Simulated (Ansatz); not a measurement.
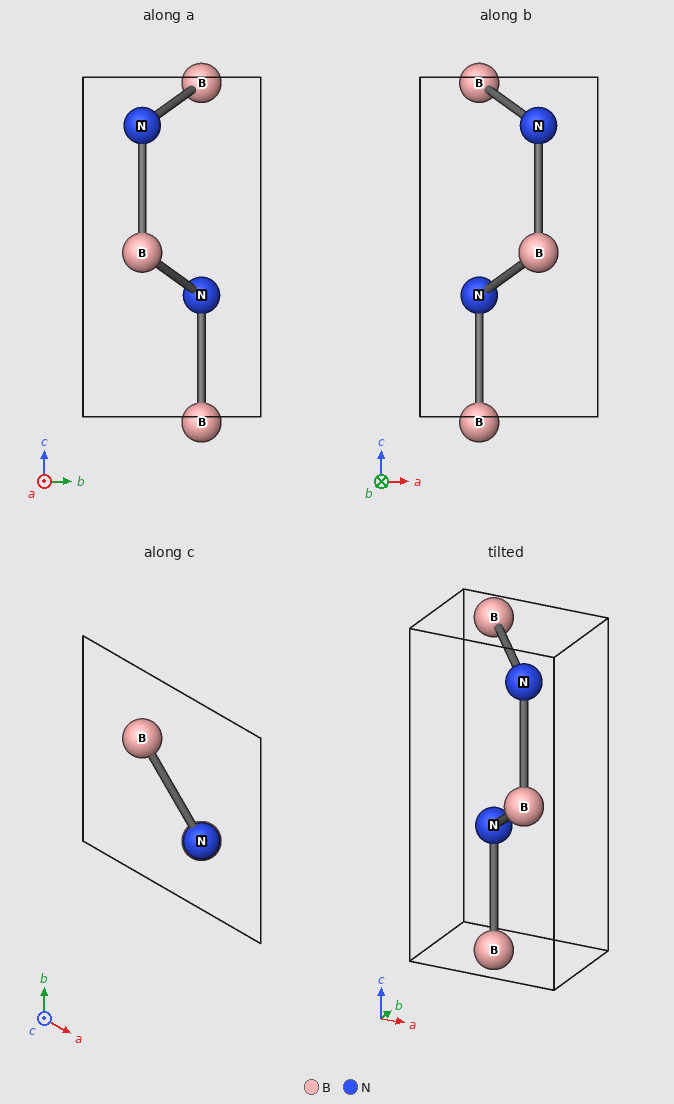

A ball-and-stick rendering, viewed along the a axis, along the b axis, along the c axis and slightly off an axis. The box is the conventional unit cell; atoms on or close to its faces, edges and corners are drawn wherever they repeat.

Lattice parameters: a = 2.541 Å, b = 2.541 Å, c = 4.203 Å, α = 90.00°, β = 90.00°, γ = 120.00°. Put a along x and b in the xy plane.

**Reconstruct the structure as a POSCAR file, with free fractional coordinates to two decimals.**

```
B N
1.0
     2.541    0.000    0.000
    -1.271    2.201    0.000
     0.000    0.000    4.203
B N
2 2
Direct
  0.3333 0.6667 0.98
  0.6667 0.3333 0.48
  0.3333 0.6667 0.36
  0.6667 0.3333 0.86
```

The structure was taken from a structure type filled with these elements by a generator (whether the compound takes this form wasn't checked). A relaxation with DFT, PBEsol, plane waves, PAW (Ansatz 0.2.0) gave the geometry drawn.
